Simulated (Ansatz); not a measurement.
**Band-structure calculation of W**

The run: band-structure calculation of W (Im-3m, 1 atom in the cell). Method and program: DFT with PBE, PAW plane waves, spin–orbit coupling (Ansatz 0.2.0).

The structure derives from an entry of the Crystallography Open Database. Figures and captions count atoms from 1; the log counts them from 0 in places.

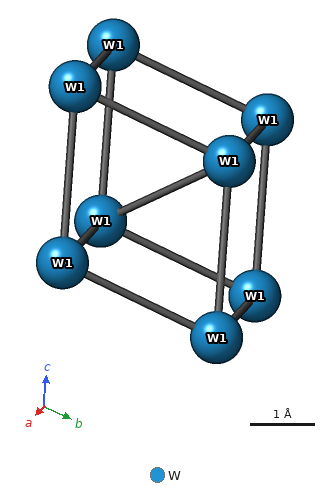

The structure (ball-and-stick view of the cell of the calculation, seen slightly off an axis; atoms are numbered from 1 in the order of the input). Near neighbours in the crystal (not all of them lie inside the picture): W has 8 W at 2.80 Å.

The input
```yaml
crystal:
  lattice:
    - [-1.61692191, 1.61692191, 1.61692191]
    - [1.61692191, -1.61692191, 1.61692191]
    - [1.61692191, 1.61692191, -1.61692191]
  atoms:
    - { symbol: W, position: [0.0, 0.0, 0.0], spin: 1, spin_axis: [0.57735, 0.57735, -0.57735] }
  symmetry: { tolerance: 0.0003 }
kpoints:
  mp_grid: { grid: [11, 11, 11], shift: [0, 0, 0] }
  band_path:
    path:
      - [0.0, 0.0, 0.0]
      - [0.5, -0.5, 0.5]
      - [0.0, 0.0, 0.5]
      - [0.0, 0.0, 0.0]
      - [0.25, 0.25, 0.25]
      - [0.5, -0.5, 0.5]
      - [0.25, 0.25, 0.25]
      - [0.0, 0.0, 0.5]
    npoints: 8
magnetization:
  noncollinear: true
  spin_orbit: true
scf:
  occupations: { method: cold, width: 0.039 }
  lower_state_search: "off"
  max_iter: 200
hamiltonian:
  pseudopotentials: { kind: paw_fr }
  xc: pbe
basis:
  ecutwfc: 420
  fft_grid_basis: typed
output:
  forces: true
  stress: true
  eigenvalues: true
  bader: true
  populations: true
  elf: true
  write_potential: true
  volumetric_format: npy
  dos:
    e_range: [-12, 8]
    de: 0.05
    projected: { site_lists: { W: [W] } }
    method: { smearing: { sigma: 0.1, scheme: gaussian } }
checkpoint:
  read: saved_state
```

The program's output
```
Warning: output.stress: scf.convergence.dr2_threshold = 1e-7 eV (the SCF's general default) is looser than the 1e-10 eV advised for a printed stress (1e-10 eV for each atom of the cell: 1). What an SCF threshold leaves in a stress goes as its square root, and in the free energy as the threshold itself, and one threshold admits the most on a small cell: of the crystals measured, under no hybrid functional and no lock of the moments, on runs that ended without the residual-converged pass, on stresses that held no estimate of that error, the worst erred by over 100 MPa in a component at 1e-7 eV an atom and by under 5 at 1e-10. Set scf.convergence.dr2_threshold to 1e-10 eV or tighter. The threshold is an SCF's pass mark: one that does not reach it within its budget of iterations ends unconverged, or closes short of it on a stop that the run arms, and scf.convergence.dr2_threshold's page says what that costs each kind of run
Warning: checkpoint.read: basis.xc_grid differs: saved 1, current 2 (points along each axis for each point of the dense box; where the key is left out runs that use forces, runs that use the stress, dielectric runs by a finite field, finite-displacement phonons, runs of phonons.displacement_patterns under a GGA or a meta-GGA, phonons by method: dfpt, dielectric runs by the response, runs on support functions, runs on PAW files under a meta-GGA or a hybrid on one, runs at kind: all_electron or under a hybrid on a GGA, runs under a text's formulas of a gradient, and runs on PAW files that evaluate rPW86 or Becke's exchange or LYP's correlation can take a finer level, which can go by the root key accuracy; a number is taken as typed: the saved number, typed, holds this deck to the state's level, where the deck is accepted there); the SCF iterates at this deck's level from the saved density; a trajectory continued from that state goes on on another energy surface; basis.xc_grid: 1, typed and accepted, keeps it on the saved one
Engine: ansatz 0.2.0, aarch64-unknown-linux-gnu
Pseudopotentials: kind: paw_fr
Pseudopotential: W, paw_fr, valence charge 14, recommended cutoff 420 eV (normal), W.paw.azcp#standard-fr
Functional definition: PBE
  parameter kappa = 0.804
  parameter beta = 0.06672455060314922
  exchange = pbe_x(kappa = kappa, mu = beta*pi^2/3)
  correlation = pbe_c(beta = beta)
Crystal: 1 atoms, lattice volume = 16.909 Å³
Basis set: ecut = 420 eV, 321 PW (Γ), exchange–correlation on 40×40×40 points (8 copies of the dense FFT grid, shifted against one another)
Bands: 22, of which v1, the nominal top of the filled ones, is band 14 counted from 1 (13 counted from 0)
Symmetry: 6 space group operations + 6 with time reversal
Magnetic group: BNS 166.101 (UNI 1331), of the structure as read, at distance tolerance 7.7e-4 Å
k-points: 146 of 1331 (time reversal used)
Projection manifold: j_resolved (fully-relativistic pseudo-atomic orbitals)
Non-local potential: W, projectors of the file, l = 0: 3, l = 1: 4, l = 2: 4, l = 3: 2
PAW form: soft (Blöchl's): semilocal exchange-correlation on the pseudo side does not see the compensation charge
PAW one-centre angular grid: W, 590 points (default); XC on 64 Gauss nodes
Initial density: read from a saved state, or passed on in memory by an earlier SCF of this step, an earlier step, the calling program or the single point that the run made first
Starting moments: Σ|m| = 1 μB on 1 of 1 site; this step starts from the density that it was given
Initial wavefunctions: pseudopotential atomic-orbital guess
Functional: x = pbe(κ = 0.804, μ = 0.2195149727645171), c = pbe(β = 0.06672455060314922)
iter 1 solved again at ethr=2.70e-6 eV; its pass at ethr=3.10e-3 eV (dr2=3.78e-4 eV) is discarded
SCF iter   1: F=—  HF=-10409.444748 eV  |F-HF|=—  |Δ(HF+E_count)|=         —  Δρ=3.58e-3  dr2=4.06e-4  dr2_m=4.78e-4  ethr=2.70e-6  |M|=1.06e-4 ∫|m|=1.24e-3 μB  |m|>n=0.0e0 m-floor=0.0e0 τ_xc=2.1e-6 mc-row=0.0e0  β_m=0.30  ⟨swp⟩=2.3  Hψ=23480  notcnv=0
preconditioner: auto → none  [insulator: Δε(μ)=0.205 eV  Ē_g=8.487 eV  σ=0.039 eV  W_gap=0.72  n_scr=0 (ndim 8)  ℏωp=22.1 eV  f_vac=0.000  D(μ)=0.57/eV (n_scr^D=0)  ε∞_Penn≈7.8]
SCF iter   2: F=—  HF=-10409.446046 eV  |F-HF|=—  |Δ(HF+E_count)|=   1.30e-3  S|Δr|=    0.00e0  Δρ=2.46e-3  dr2=1.52e-4  dr2_m=2.36e-4  ethr=2.70e-6  |M|=1.17e-4 ∫|m|=8.94e-4 μB  |m|>n=0.0e0 m-floor=0.0e0 τ_xc=1.1e-6 mc-row=0.0e0  β_m=0.30  ⟨swp⟩=2.0  Hψ=4089  notcnv=0
SCF iter   3: F=—  HF=-10409.446893 eV  |F-HF|=—  |Δ(HF+E_count)|=   8.47e-4  S|Δr|=    0.00e0  Δρ=1.00e-3  dr2=9.90e-6  dr2_m=1.17e-4  ethr=1.08e-6  |M|=1.26e-4 ∫|m|=6.51e-4 μB  |m|>n=0.0e0 m-floor=0.0e0 τ_xc=6.1e-7 mc-row=0.0e0  β_m=0.30  ⟨swp⟩=2.0  Hψ=4065  notcnv=0
SCF iter   4: F=—  HF=-10409.447157 eV  |F-HF|=—  |Δ(HF+E_count)|=   2.64e-4  S|Δr|=    0.00e0  Δρ=7.04e-4  dr2=1.11e-7  dr2_m=5.77e-5  ethr=7.07e-8  |M|=1.10e-4 ∫|m|=4.79e-4 μB  |m|>n=0.0e0 m-floor=0.0e0 τ_xc=3.8e-7 mc-row=0.0e0  β_m=0.30  ⟨swp⟩=2.0  Hψ=4970  notcnv=0
SCF iter   5: F=—  HF=-10409.447274 eV  |F-HF|=—  |Δ(HF+E_count)|=   1.16e-4  S|Δr|=    0.00e0  Δρ=4.95e-4  dr2=4.82e-8  dr2_m=2.85e-5  ethr=7.91e-10  |M|=8.96e-5 ∫|m|=3.52e-4 μB  |m|>n=0.0e0 m-floor=0.0e0 τ_xc=2.3e-7 mc-row=0.0e0  β_m=0.30  ⟨swp⟩=2.0  Hψ=5250  notcnv=0
SCF iter   6: F=—  HF=-10409.447332 eV  |F-HF|=—  |Δ(HF+E_count)|=   5.86e-5  S|Δr|=    0.00e0  Δρ=3.48e-4  dr2=3.89e-10  dr2_m=1.41e-5  ethr=3.44e-10  |M|=7.33e-5 ∫|m|=2.60e-4 μB  |m|>n=0.0e0 m-floor=0.0e0 τ_xc=1.4e-7 mc-row=0.0e0  β_m=0.30  ⟨swp⟩=2.0  Hψ=5265  notcnv=0
SCF iter   7: F=—  HF=-10409.447362 eV  |F-HF|=—  |Δ(HF+E_count)|=   2.95e-5  S|Δr|=    0.00e0  Δρ=2.45e-4  dr2=4.39e-11  dr2_m=6.99e-6  ethr=2.78e-12  |M|=5.96e-5 ∫|m|=1.94e-4 μB  |m|>n=0.0e0 m-floor=0.0e0 τ_xc=8.4e-8 mc-row=0.0e0  β_m=0.30  ⟨swp⟩=3.6  Hψ=7259  notcnv=0
Mixer restart at iter 7: flushing history
spin-set hold released at iteration 7 (site moments contracting): the magnetisation degrees of freedom join the quasi-Newton model from the next iteration; the mixer history was flushed
SCF iter   8: F=—  HF=-10409.447377 eV  |F-HF|=—  |Δ(HF+E_count)|=   1.49e-5  S|Δr|=    0.00e0  Δρ=1.73e-4  dr2=2.49e-11  dr2_m=3.46e-6  ethr=1.00e-12  |M|=4.84e-5 ∫|m|=1.45e-4 μB  |m|>n=0.0e0 m-floor=0.0e0 τ_xc=4.9e-8 mc-row=0.0e0  β_m=0.65  ⟨swp⟩=9.0  Hψ=19322  notcnv=0
iter 9 did not close the SCF: its close was put off for a magnetic moment that had not settled (scf_convergence_deferred on its scf_iter line)
SCF iter   9: F=-10409.447392 eV  HF=-10409.447392 eV  |F-HF|=4.39e-9  |Δ(HF+E_count)|=   1.51e-5  S|Δr|=    0.00e0  Δρ=2.98e-6  dr2=4.59e-12  dr2_m=1.03e-9  ethr=1.00e-12  |M|=1.26e-5 ∫|m|=1.92e-5 μB  |m|>n=0.0e0 m-floor=0.0e0 τ_xc=4.2e-12 mc-row=0.0e0  β_m=0.82  ⟨swp⟩=9.8  Hψ=20404  notcnv=0
iter 10 did not close the SCF: its close was put off for a magnetic moment that had not settled (scf_convergence_deferred on its scf_iter line)
SCF iter  10: F=-10409.447392 eV  HF=-10409.447392 eV  |F-HF|=3.11e-10  |Δ(HF+E_count)|=   4.60e-9  S|Δr|=    0.00e0  Δρ=9.89e-7  dr2=1.03e-12  dr2_m=1.14e-10  ethr=1.00e-12  |M|=5.91e-6 ∫|m|=8.22e-6 μB  |m|>n=0.0e0 m-floor=0.0e0 τ_xc=6.7e-13 mc-row=0.0e0  β_m=0.91  ⟨swp⟩=4.3  Hψ=13936  notcnv=0
SCF iter  11: F=-10409.447392 eV  HF=-10409.447392 eV  |F-HF|=0.00e0  |Δ(HF+E_count)|=  3.71e-10  S|Δr|=    0.00e0  Δρ=1.57e-7  dr2=2.24e-12  dr2_m=2.85e-12  ethr=1.00e-12  |M|=1.32e-6 ∫|m|=1.79e-6 μB  |m|>n=0.0e0 m-floor=0.0e0 τ_xc=3.0e-14 mc-row=0.0e0  ⟨swp⟩=4.0  Hψ=13388  notcnv=0
WARN: the starting moments were not kept: the SCF closed with an absolute magnetisation of 1.7e-6 μB, where they sum to 1 μB in size (1 site). That is at most 0.1 of that sum. Measured as dr2_m measures the in/out step, that magnetisation stands 8.6e-13 eV from none, at or under the dr2_threshold of 1.0e-7 eV: it is no larger than a step whose dr2_m would equal this threshold. The system may hold no moment; this SCF shows only that its start led to no more than that. This SCF took its magnetisation from a saved state (the deck's checkpoint.read, a session's seed or a resume), or from the single point or search that the run made first, and not from the starting moments. Where the run's atoms have moved since that state, how it is taken is a key of its own (checkpoint.density_extrapolation: follow_atoms, where typed, takes the whole of its magnetisation to them with its atoms, but for some exceptions; the density_extrapolation keyword of a session's seed is the same key). To be rid of a resumed run's state, run its deck in a fresh run directory. To be rid of the state of a single point that the run made first, give starting moments in the input or, where a deck that gives them still makes one, type scf.lower_state_search: off. To try another start, run it without that state.
SCF 1 converged in 11 iterations: F = -10409.447392 eV  dr2 = 2.24e-12
  greatest PAW one-centre occupation: 1.000 electrons in one spin orbital (limit 2), on the W atom at site 0 (counted from 0), in its partial waves of l = 0
```

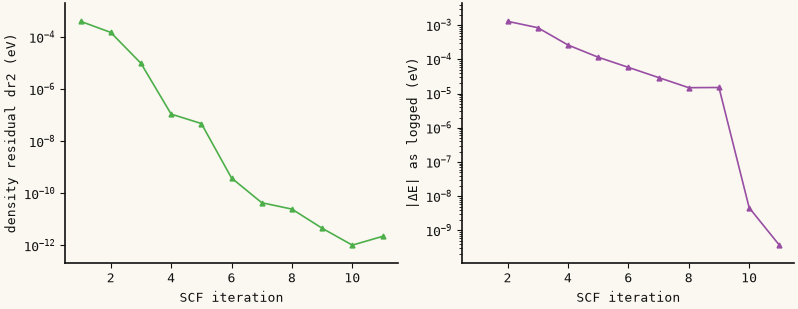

Convergence of the self-consistent field: density residual dr2 and size of the energy change against the SCF iteration. The residual comes down, with one marked jump up, by a factor of about 2, at step 11.

```
NSCF: frozen V_eff on 57 k-points
SCF converged after 11 iterations
Stability not checked: this state was not tested for a lower state beside it, because cold or Methfessel-Paxton smearing, or corrected tetrahedra, fill the levels in a way that the test cannot read (fill_not_monotonic; see scf.lower_state_search)
Magnetization: |M| = 0.0000 μB,  M = (+0.0000, +0.0000, -0.0000) μB
Absolute magnetization: 0.0000 μB (∫|m|, with the PAW one-centre terms)
  site 0: m = (+0.0000, +0.0000, -0.0000) μB, |m| = 0.0000 μB  (R = 1.16 Å)
Free energy (F): -10409.447392 eV
Harris-Foulkes:  -10409.447392 eV  (|F-HF|=0.00e0)
Internal energy: -10409.447144 eV  (E = F + TS)
E sigma→0 (E₀):  -10409.447309 eV
Entropy (-TS):   -0.000248 eV (-0.248 meV/atom)
Fermi energy:    21.030072 eV
--- Per-component energies (eV) ---
  E_band       = -106.141115
  E_kinetic    = 447.075890
  E_local      = -642.722402  (includes V_loc(G=0)·N_el)
  E_nonlocal   = -4.571650
  E_hartree    = 227.500277
  E_xc         = -265.712731
  E_vxc        = -237.454915  (∫ρ·V_xc dr)
  E_paw        = -8582.949727  (= ΣΔE_a)
  E_vpaw       = -123.468485  (= ΣTr[D̂ρ^β])
  E_aug_tail   = -0.000062  (compensation charges beyond the density's cutoff)
  E_ewald      = -1588.066738
  E_smearing   = -0.000248  (= −TS)
  E_closure    = 0.000000  (closes the sum)
  Σ components = -10409.447392   (vs F -10409.447392, Δ=0.00e0)
--- Forces (eV/Å), atoms counted from 1 ---
  atom   1  W      0.00000000     0.00000000    -0.00000000
  max |Σ_I F_I| component: 1.43e-23 eV/Å
--- Stress (GPa, compression-positive) ---
      -12.218476       0.000001      -0.000001
        0.000001     -12.218476      -0.000001
       -0.000001      -0.000001     -12.218476
  P = ⅓ Tr σ = -12.2185 GPa (-122.185 kbar)
--- Band table (eV; the first three rows and the last of 146) ---
  k-point 0: bands = ["-53.0016", "-53.0016", "-24.0801", "-24.0801", "-14.0308", "-14.0308", "-14.0308", "-14.0308", "11.7643", "11.7643", "19.7095", "19.7095", "19.7095", "19.7095", "20.2197", "20.2197", "23.2031", "23.2031", "23.2031", "23.2031", "35.3707", "35.3707"]
  k-point 1: bands = ["-52.9935", "-52.9935", "-24.1029", "-24.1029", "-14.1116", "-14.1116", "-14.0467", "-14.0467", "12.1298", "12.1298", "19.5756", "19.5756", "19.7656", "19.7656", "20.3770", "20.3770", "22.8926", "22.8926", "23.2145", "23.2145", "35.6589", "35.6589"]
  k-point 2: bands = ["-52.9719", "-52.9719", "-24.1642", "-24.1642", "-14.3223", "-14.3223", "-14.0885", "-14.0885", "13.1193", "13.1193", "19.1187", "19.1187", "19.5056", "19.5056", "21.3116", "21.3116", "22.5251", "22.5251", "23.2899", "23.2899", "35.9617", "35.9617"]
  k-point 145: bands = ["-52.8317", "-52.8317", "-24.5149", "-24.5149", "-14.9351", "-14.9351", "-14.8409", "-14.8409", "16.0245", "16.0245", "16.0535", "16.0535", "22.9102", "22.9102", "25.0100", "25.0100", "25.1424", "25.1424", "28.5589", "28.5589", "30.1565", "30.1565"]
--- Löwdin populations: 1 site ---
  site symbol       q [e]
     0      W     13.8302
  spilling = 0.012128 (of n_electrons = 14.000000)
--- Bader charges: 1 site ---
  site symbol  charge [e]  shift [e]  m_x [muB]  m_y [muB]  m_z [muB]
     0      W      0.0000     0.0000     0.0000     0.0000     0.0000
  estimated error of the sums over rays = 5.0e-7 e
```

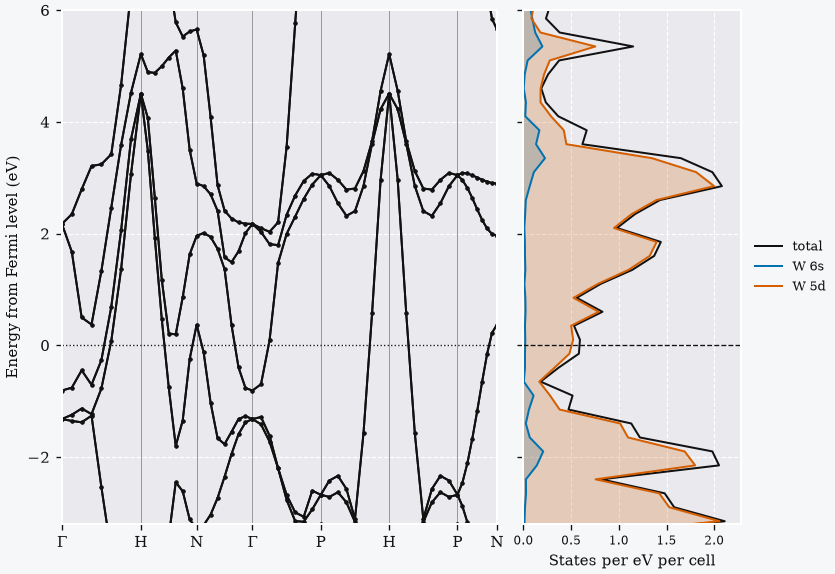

Band structure along Γ–H–N–Γ–P–H–P–N and density of states (projected on Löwdin-orthogonalised atomic shells), with energies from the Fermi level. Bands cross the Fermi level: a metal at this level of theory.

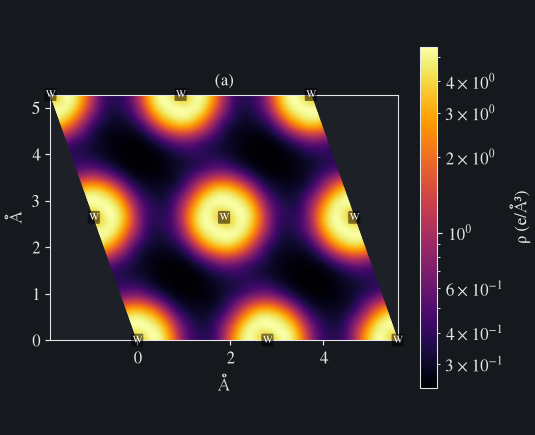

(a) valence pseudo-density on the plane of lattice vectors 2 and 3 of the input at fractional height 0.000 along vector 1, 2 × 2 cells, interpolated from points about 0.3 Å apart. The plane passes within 0.2 Å of W sites. The density in this plane falls to 0.24 e/Å³ at its lowest. The fields are smooth PAW fields, not the true ones close to the nuclei.

Summary

| quantity | value |
| --- | --- |
| outcome | converged |
| space group (tolerance 0.01 Å) | Im-3m (229) |
| electrons treated | 14 |
| free energy | −10409.4474 eV |
| Fermi energy | 21.030 eV |
| net moment of the cell | 0.00 μB |
| integrated absolute moment | 0.00 μB |
| pressure | −12.22 GPa |
| electronic character | metal |
| largest force (length of the vector) | under 0.001 eV/Å |
| hardware | 2 threads of an Arm (aarch64) CPU, shared host |
| wall time | 15 s (CPU time 30 s) |
| peak memory | 0.43 GiB |

Notes

Warnings of the run: some starting moments were not kept; the SCF threshold is looser than advised for the printed stress. The cell is under a tension of 12.2 GPa at this level, so it is not at its equilibrium volume.
